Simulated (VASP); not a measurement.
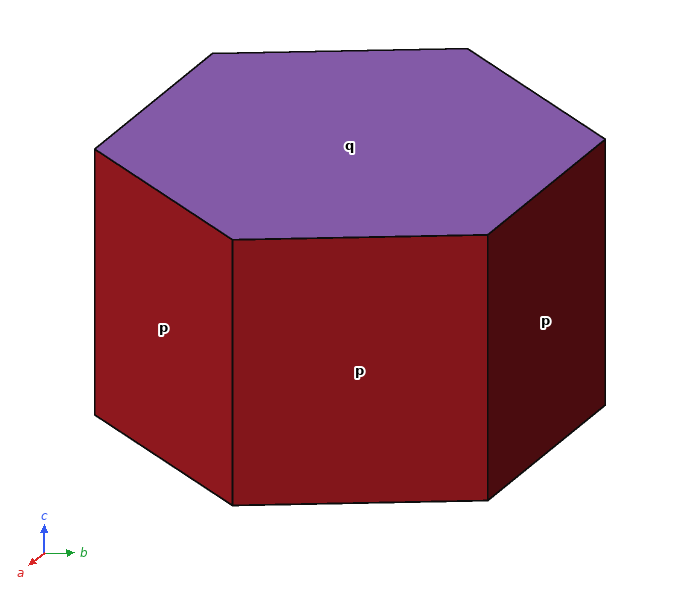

Crystal habit computed by the BFDH rule (growth rate of a face proportional to 1/d, systematic absences taken into account). This is a geometric estimate, not an energy calculation. Faces of one form share a colour. Cell of PtS₂: space group P-3m1 (No. 164), a = 3.613 Å, b = 3.613 Å, c = 4.729 Å, α = 90.00°, β = 90.00°, γ = 120.00°. Source: coordinates from a relaxation with VASP Kohn-Sham DFT of a periodic cell, BLYP with D4, VASP PAW PBE potentials, recommended (VASP 6.6.1). Forms under 0.4 % of the area are left out.

Which form is which colour?

red (p): {100} (d = 3.13 Å, 57 % of the area); purple (q): {001} (d = 4.73 Å, 43 % of the area).
